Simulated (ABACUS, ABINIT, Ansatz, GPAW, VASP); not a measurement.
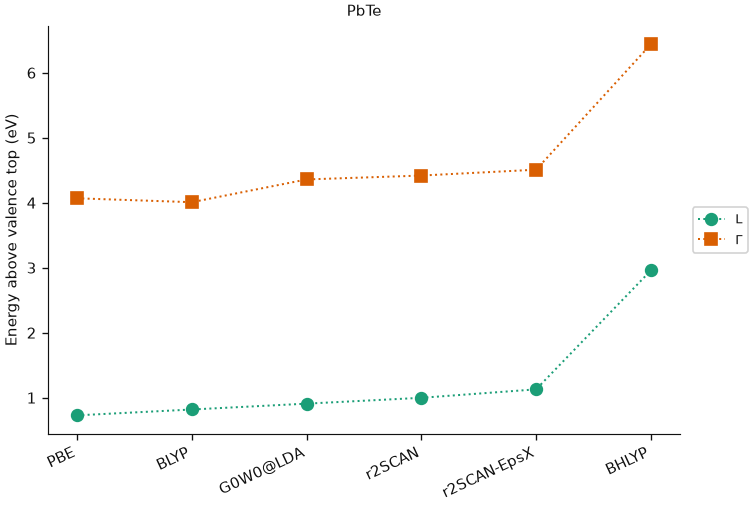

Lowest conduction level at each named k point, counted from the valence-band top at L, by several methods on one cell of rocksalt PbTe, space group Fm-3m, 2 atoms in the primitive cell; cubic a = 6.462 Å. All runs are without spin-orbit coupling and carry no moments.

> How do the methods rank at L?

From low to high: PBE 0.73, BLYP 0.82, G0W0@LDA 0.91, r2SCAN 1.00, r2SCAN-EpsX 1.13, BHLYP 2.96 eV. Too close to rank are PBE against BLYP (different programs, potentials and cutoffs), BLYP against G0W0@LDA (different programs, potentials, meshes and cutoffs), G0W0@LDA against r2SCAN (different programs, potentials, meshes and cutoffs) and r2SCAN against r2SCAN-EpsX (different programs, potentials and cutoffs).

> Do the methods agree on which of these conduction levels is lowest?

Yes: all put it at L.

| method | program | L (eV) | Γ (eV) |
| --- | --- | --- | --- |
| PBE | Ansatz (PAW made for the crystal) | 0.73 | 4.07 |
| BLYP | ABACUS | 0.82 | 4.01 |
| G0W0@LDA | GPAW | 0.91 | 4.36 |
| r2SCAN | ABINIT | 1.00 | 4.42 |
| r2SCAN-EpsX | VASP | 1.13 | 4.51 |
| BHLYP | Ansatz | 2.96 | 6.44 |

Settings. PBE: PAW data sets made for the crystal, 6×6×6 k mesh, Fermi-Dirac smearing of 0.05 eV (Ansatz 0.2.0). BLYP: SG15 ONCV 1.2 PBE, 6×6×6 k mesh, 1129 eV cutoff, Fermi-Dirac smearing of 0.05 eV (ABACUS 3.10.1). G0W0@LDA: LDA, the program's PAW data sets (release 1.2.1) made for this functional, 4×4×4 k mesh, 450 eV cutoff, Fermi-Dirac smearing of 0.001 eV (GPAW 26.7.0), G0W0 with response cutoff 100 eV, frequency model plasmon pole and response bands 153, extrapolated in the response cutoff. r2SCAN: JTH PAW PBE v2.0, 6×6×6 k mesh, 544 eV cutoff, Fermi-Dirac smearing of 0.05 eV (ABINIT 10.8.3 (patched build)). r2SCAN-EpsX: a hybrid whose share of exact exchange is set to 1/ε∞, VASP PAW PBE potentials, release 64 (Pb_d, Te), 6×6×6 k mesh, 520 eV cutoff, Gaussian smearing of 0.02 eV (VASP 6.6.1). BHLYP: BHLYP with D4 dispersion, PseudoDojo standard (PBE files), 4×4×4 k mesh, 1120 eV cutoff, Gaussian smearing of 0.02 eV (Ansatz 0.2.0).

These are six of the 39 methods that were run on this cell. The runs come from different programs and meshes, which adds differences of its own. Spin-orbit coupling is left out, which matters for Pb and Te. BLYP and BHLYP: the potentials were made for another functional. r2SCAN and r2SCAN-EpsX: the PAW data sets were made with another functional. G0W0@LDA: the k mesh is coarse, so the values aren't converged. G0W0@LDA: the quasiparticle gap is taken among the few k points that were corrected. G0W0@LDA: the long-wavelength limit can be off by a per cent or two. BHLYP: the k mesh is coarse, so the values aren't converged, least of all with exact exchange.
